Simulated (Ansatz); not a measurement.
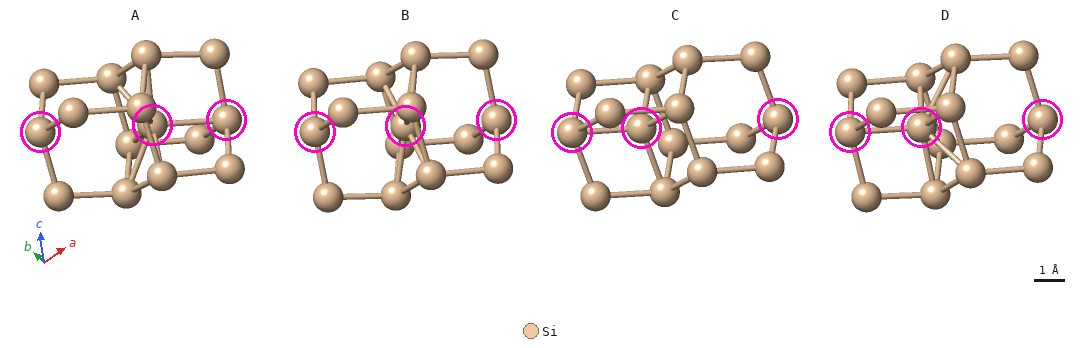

4 geometries from a converged minimum-energy path of Si with an interstitial Si (17 atoms in the cell), shuffled. The picture is a ball-and-stick view of the atoms within 4.2 Å of the middle of the path, seen slightly off an axis. The atoms that move most are ringed. Bonds to atoms that aren't drawn are left out.

Method: DFT PBEsol, scalar-relativistic, plane waves, PAW (Ansatz 0.2.0). Set-up: plane-wave cutoff 420 eV; k-point mesh 2 × 2 × 2; Fermi-Dirac smearing 0.05 eV; 7 movable images; climbing image; force threshold 0.05 eV/Å; iteration limit 34; starting path by image-dependent pair potential.

### One of them is the converged climbing image. Which?

B. In order along the path, whose images run from 0 to 8: A (image 2, +0.27 eV), B (image 4, +0.30 eV), D (image 7, +0.12 eV), C (image 8, 0.00 eV). A Si atom travels furthest, 2.36 Å from end to end, along [−3 1 1], on a straight line. At the highest image its nearest neighbour (Si) is 2.40 Å away, against 2.39 Å at the start, and the surrounding atoms stand up to 0.42 Å off the mean of their end positions. Breaking: Si–Si (2.39 → 4.71 Å). Forming: Si–Si (4.71 → 2.39 Å).

Limits of the set-up: the periodic images lie only 7.7 Å apart, so the values are limited by the cell's size.

Cost: 7.7 min on 1 thread of Arm Neoverse V2, on a shared host, peak memory 0.9 GiB.

PAW datasets: the set soft_1.
